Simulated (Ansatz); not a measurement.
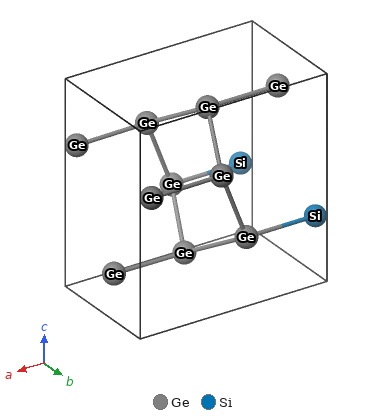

The structure above is drawn in ball-and-stick style and viewed from a general direction. Lines trace the edges of the conventional unit cell. Cell: a = 6.565 Å, b = 3.972 Å, c = 6.879 Å, α = 90.00°, β = 90.01°, γ = 90.00°.

Describe the crystal.

- The stoichiometry is SiGe7.
- Space group: Pm (No. 6). Lattice: primitive monoclinic.
- There are 8 atoms in the cell: 1 Si, 7 Ge.
- Si is linked to four Ge in a tetrahedral arrangement at about 2.4 Å.
- Within bonding distance, the neighbour counts come to Ge 4.
- The bonds build a three-dimensional framework.

The structure was taken from a structure listed in the Materials Project, with elements exchanged, so it need not be a known form of the compound. The structure drawn was relaxed with Ansatz, DFT r2SCAN, scalar-relativistic, plane waves, PAW.
